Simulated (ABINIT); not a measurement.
Geometry relaxation, with input and output: GaN (part 4 of 4)

GaN (P6₃mc, 4 atoms in the cell); Kohn-Sham DFT of a periodic cell, PBEsol, JTH PAW PBE v2.0, no spin polarisation (ABINIT 10.8.3); cutoff 544.23 eV, 8×8×4 k-mesh, fermi-dirac of 0.05 eV. The structure derives from an entry of the Crystallography Open Database.

Geometry of the input (Å; fractional positions):
```
3.1800  0.0000  0.0000
-1.5900  2.7540  0.0000
0.0000  0.0000  5.1660
Ga 0.6667  0.3333  0.5000
Ga 0.3333  0.6667  0.0000
N  0.6667  0.3333  0.8750
N  0.3333  0.6667  0.3750
```

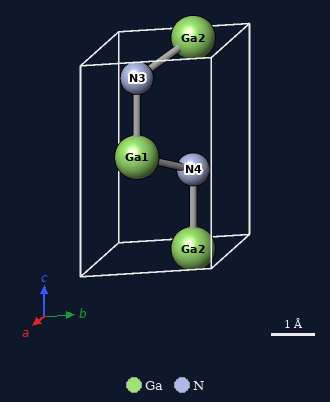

The input geometry (ball-and-stick view of the cell of the calculation, seen slightly off an axis; atoms are numbered from 1 in the order of the input).

### Results in brief

- outcome: converged
- space group (tolerance 0.01 Å): P6₃mc (186)
- electrons treated: 36
- free energy: −4848.4964 eV
- Fermi energy: 6.601 eV
- gap on the k-point mesh: 1.83 eV
- pressure: 0.00 GPa
- final volume: 45.70 Å³
- largest force (length of the vector) at the end: under 0.001 eV/Å
- final cell: a = 3.188 Å, b = 3.188 Å, c = 5.193 Å, α = 90.00°, β = 90.00°, γ = 120.00°
- hardware: 1 thread of Arm Neoverse V1, 24 GiB of memory available, shared host
- wall time: 5.7 min
- peak memory: 0.14 GiB
